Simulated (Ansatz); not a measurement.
The structure in question:

```cif
data_structure
_symmetry_space_group_name_H-M 'P 1'
_symmetry_Int_Tables_number 1
_cell_length_a 3.1934
_cell_length_b 3.1934
_cell_length_c 3.4577
_cell_angle_alpha 90.000
_cell_angle_beta 90.000
_cell_angle_gamma 120.000
_cell_volume 30.54
loop_
_atom_site_label
_atom_site_type_symbol
_atom_site_fract_x
_atom_site_fract_y
_atom_site_fract_z
_atom_site_occupancy
Zr1 Zr 0.00000 0.00000 0.00000 1
B1 B 0.33333 0.66667 0.50000 1
B2 B 0.66667 0.33333 0.50000 1
```

Q: Describe what this structure looks like.

A: Formula: ZrB$_{2}$. Space group: P6/mmm (No. 191). Lattice: primitive hexagonal. It belongs to the family called AlB₂ type. The cell comprises 1 formula unit: 1 Zr, 2 B. Within bonding distance, the neighbour counts come to Zr 18 and B 9. Not all metal-metal contacts are counted.

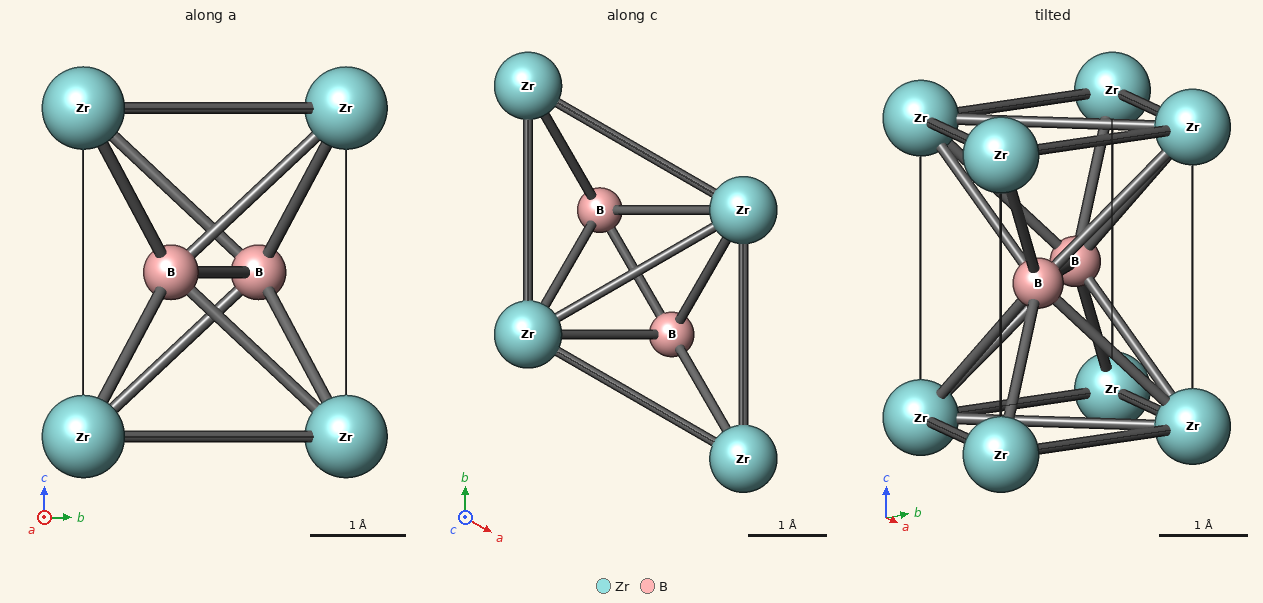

The crystal in a ball-and-stick representation, seen along the a axis, along the c axis and slightly off an axis. One conventional unit cell is framed, with atoms on its boundary repeated. Colours: zirconium light teal, boron pink.

The cell started as a structure type known for this compound. Earlier steps of the study may have refined or changed the cell and positions. It was run through Ansatz as a DFT input.
